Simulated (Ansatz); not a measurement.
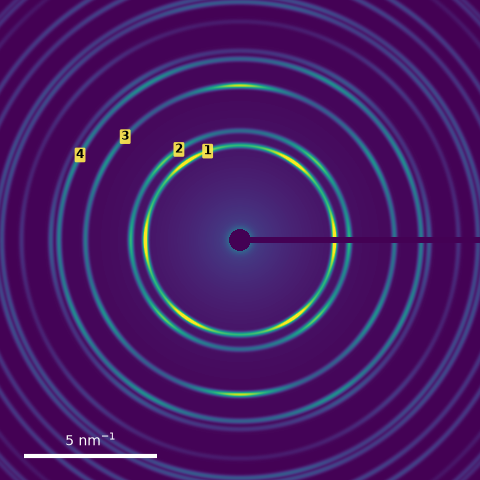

Simulated electron diffraction rings at 200 kV (λ = 0.0251 Å), scale in nm⁻¹ (radius = 1/d), for a sample with fibre texture (March–Dollase model, fibre axis vertical in the picture). Kinematic intensities with B = 0.3 Å² for all atoms, without multiple scattering; brightness goes as intensity to the power 0.6, clipped at the top. Reflections closer than the ring width show as one ring.

The sample is Lu, space group Fm-3m, a = 4.883 Å, b = 4.883 Å, c = 4.883 Å, α = 90.00°, β = 90.00°, γ = 90.00°. Basis of the simulation: the geometry relaxed with DFT, PBE, plane waves (420 eV) with PAW, scalar-relativistic in Ansatz 0.2.0; the starting structure was generated, so it need not be a known form of this composition.

### Index rings 1 to 4.

```tsv
ring	radius	d (Å)	hkl
1	3.55 nm⁻¹	2.82	111
2	4.10 nm⁻¹	2.44	200
3	5.79 nm⁻¹	1.726	220
4	6.79 nm⁻¹	1.472	311
```

### Which lattice planes lie preferentially normal to the fibre axis?

The (2 2 0) planes: ring 3 is concentrated at the top and bottom of the pattern (March parameter 0.35).
